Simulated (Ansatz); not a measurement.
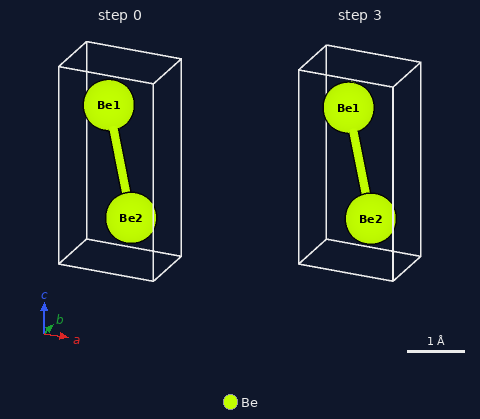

The structure of solid Be (built on the hcp type) (coarse preliminary run) before (left) and after (right) a relaxation, at one scale.

The picture is a ball-and-stick view of the cell of the calculation, seen slightly off an axis.

Level of theory: Ansatz, DFT PBE, scalar-relativistic, plane waves, PAW. Set-up: plane-wave cutoff 600 eV; k-point mesh 10 × 10 × 6; occupations gaussian; smearing width 0.05 eV; no spin polarisation; cell and atoms relaxed; force threshold 0.03 eV/Å; at most 60 steps.

What changed between the two?

Over 2 accepted moves (3 points after the start) the energy falls by 3.2 meV per atom. All forces vanish by symmetry, so only the cell relaxes. The pressure goes from −3.20 to 0.01 GPa. At 1 point the geometry stayed and the basis and grid were re-selected for the new cell (energy shift of less than 0.05 meV per atom at most each time). The atoms keep their places relative to the cell (all moves are under 0.005 Å). The drawn cell changes as follows: a = b 2.290 → 2.280 Å (−0.4 %), c 3.588 → 3.527 Å (−1.7 %); the volume changes by −2.6 %. Near-neighbour distances that change, for instance: Be1–Be2 2.229 → 2.201 Å, Be1–Be1 2.290 → 2.280 Å. The space group stays P6_3/mmc (No. 194). The run took roughly 2.4 core-seconds on a shared host.
